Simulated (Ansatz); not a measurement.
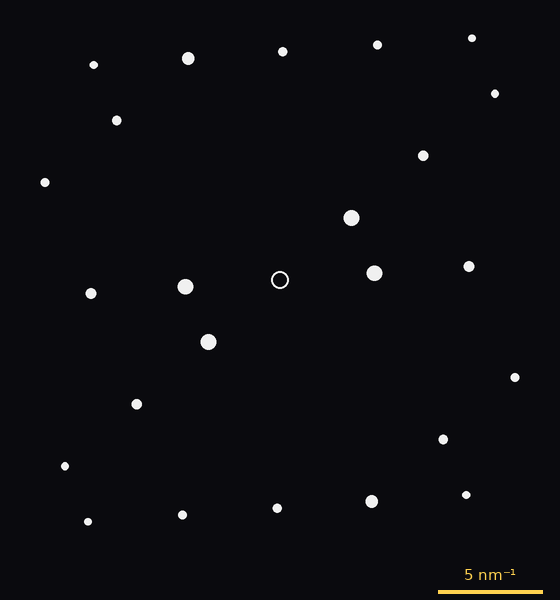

Simulated selected-area electron diffraction pattern (200 kV, kinematic approximation, thin crystal, B = 0.5 Å² for all atoms).

It belongs to Ir, space group Pm-3n (No. 223), a = 4.892 Å. Structure: the end point of a relaxation with DFT, PBEsol, plane waves (420 eV) with PAW, scalar-relativistic (Ansatz 0.2.0); the starting structure was generated, so it need not be a known form of this composition.

**Determine the zone axis from the geometry of the pattern.**

The spots form a centred rectangular net whose two shortest vectors correspond to d = 3.46 Å and 2.19 Å, 71.6° apart. They index as 1 -1 0 (itself too weak to see) and 1 0 -2, so the zone axis is [221] (or an equivalent direction of <221>).

**Which reflections of this zone are missing, and why?**

A glide plane extinguishes reflections such as 1 -2 2, 2 -1 -2, 2 -3 2; reflections such as 1 2 -6, 2 1 -6 are allowed by the space group but vanish because the atoms sit on special positions; reflections such as 1 -1 0, 2 -2 0, 1 1 -4 are allowed but too weak to see at this display level. In a thicker crystal double diffraction can put intensity into those places emptied by glide planes or screw axes that lie on the net of the visible spots, but never into those emptied by centring.

**List the strongest reflections.**

Strongest reflections with d > 0.80 Å, one of each family (|F|² from tabulated Gaussian fits of the electron scattering factors, times a small damping for the curvature of the Ewald sphere):

| hkl | d (Å) | I (strongest = 100) |
| --- | --- | --- |
| 1 0 -2 | 2.188 | 100 |
| 4 -4 0 | 0.865 | 45 |
| 2 0 -4 | 1.094 | 23 |
| 4 -3 -2 | 0.908 | 13 |
| 4 -2 -4 | 0.815 | 9 |
